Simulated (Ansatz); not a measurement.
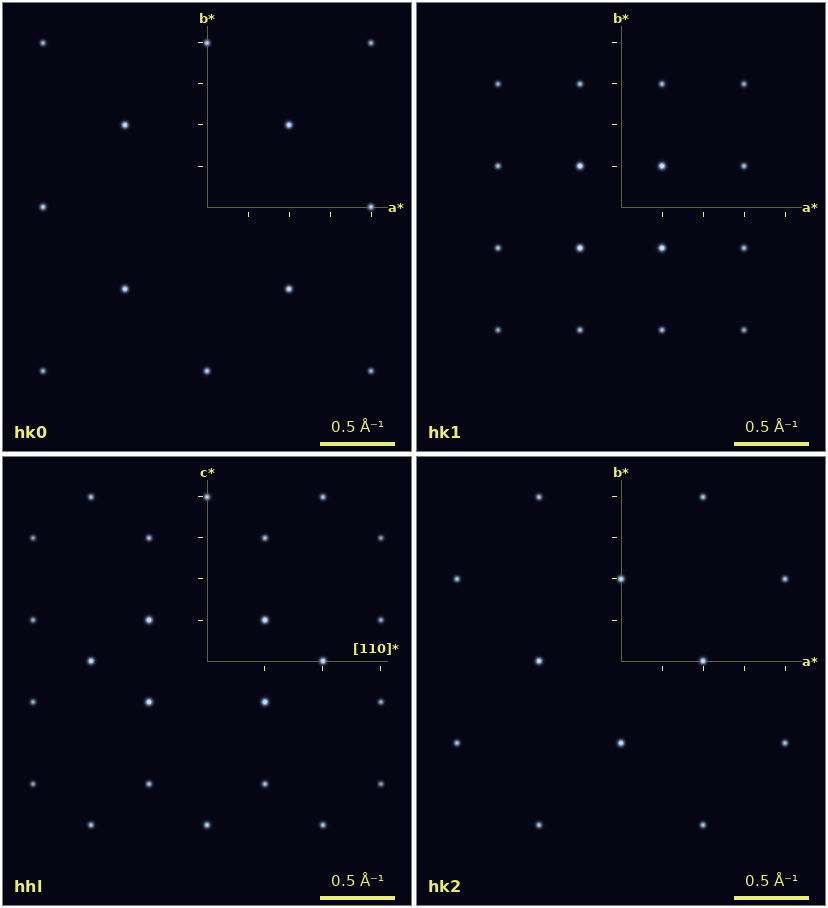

Simulated precession-type sections (X-rays; kinematic intensities, B = 0.5 Å²). The ticks mark integer indices of the conventional cell.

The compound is C. Structure: the geometry relaxed with DFT, RPBE, plane waves (420 eV) with PAW, scalar-relativistic in Ansatz 0.2.0; the starting structure was generated, so it need not be a known form of this composition.

> What cell do the layers give?

a* = 0.279, b* = 0.279, c* = 0.279 Å⁻¹; the cell is cubic with a = 3.59 Å.

> List the systematic absences.

Reflections are present only under these conditions. hkl: h + k = 2n, h + l = 2n; hk0: h = 2n, h + k = 4n; hhl: h + l = 2n; h00: h = 4n. The lattice is face-centred (F). Further gaps, such as 2 2 2, 4 4 2, come from atoms on special positions, not from the group's general conditions.

> Which space groups fit?

The intensities have Laue symmetry m-3m (the hk0 layer shows 4mm, hk1 shows 4mm). With these conditions only Fd-3m (No. 227) fits.
